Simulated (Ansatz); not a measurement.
System: Rb.

```
CELL_PARAMETERS angstrom
10.63348 0.00000 0.00000
0.00000 10.63348 0.00000
0.00000 0.00000 10.63348
ATOMIC_POSITIONS crystal
Rb 0.75000 0.25000 0.25000
Rb 0.25000 0.75000 0.25000
Rb 0.25000 0.25000 0.75000
Rb 0.75000 0.75000 0.75000
Rb 0.50000 0.00000 0.00000
Rb 0.00000 0.50000 0.00000
Rb 0.00000 0.00000 0.50000
Rb 0.50000 0.50000 0.50000
```

Space group Fd-3m; set up as Rb, diamond; a generated structure, not necessarily the stable one; changed on purpose from its base cell (volume × 0.96).

All numbers below come from DFT, revPBE, plane waves (420 eV) with PAW, scalar-relativistic in Ansatz 0.2.0.

What can the converged valence pseudo-density and electron localisation function tell about the bonding?

Answer. Rb–Rb (4.60 Å): ρ at the midpoint is about 0.02 e/Å³; the ELF is about 0.15 at the midpoint (no shared electron pair shows on this line).

Does the calculation make it a metal, or give it a gap?

Answer. It is gapless in this calculation (a metal or semimetal).

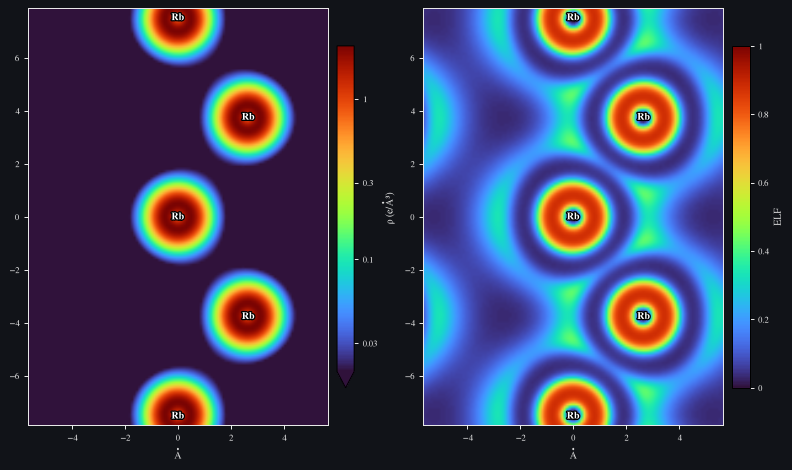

Computed valence pseudo-density and electron localisation function on the (011) plane of the conventional cell, in this order. 

Core electrons are frozen (PAW), and the valence fields are smoothed inside the atomic spheres.
